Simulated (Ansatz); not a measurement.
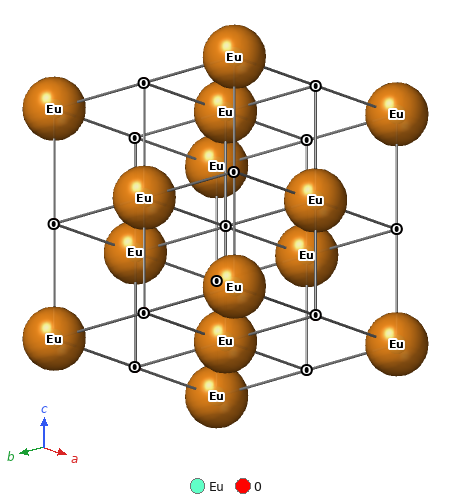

Figure 1: EuO. Isosurfaces of the magnetisation density (up minus down) at +1 (orange) and −1 e/Å³ (purple), seen at an oblique angle. Sticks mark near contacts.

Space group Fm-3m; computed pressure about −8 GPa in this cell; no Hubbard U on the f states and no spin–orbit coupling; spin-polarised.

Theory: Kohn-Sham DFT of a periodic cell, PBE, Ansatz PAW in Ansatz 0.2.0.

Core electrons are frozen (PAW), and the valence fields are smoothed inside the atomic spheres.

```
Eu O
1.0
     5.24479    0.00000    0.00000
     0.00000    5.24479    0.00000
     0.00000    0.00000    5.24479
Eu O
4 4
Direct
  0.00000 0.00000 0.00000
  0.50000 0.50000 0.00000
  0.50000 0.00000 0.50000
  0.00000 0.50000 0.50000
  0.50000 0.00000 0.00000
  0.00000 0.50000 0.00000
  0.00000 0.00000 0.50000
  0.50000 0.50000 0.50000
```

### Where is the spin, and how is it ordered?

The spin density sits on Eu: +6.7 μB (×4) in one cell of 8 atoms, with smaller moments on other sites: O (up to −0.08 μB): parallel moments, as they must be, since the calculation's own cell holds one magnetic site. The cell of the calculation (2 atoms) carries 7.0 μB of net spin moment. Only one sign reaches the isovalue.
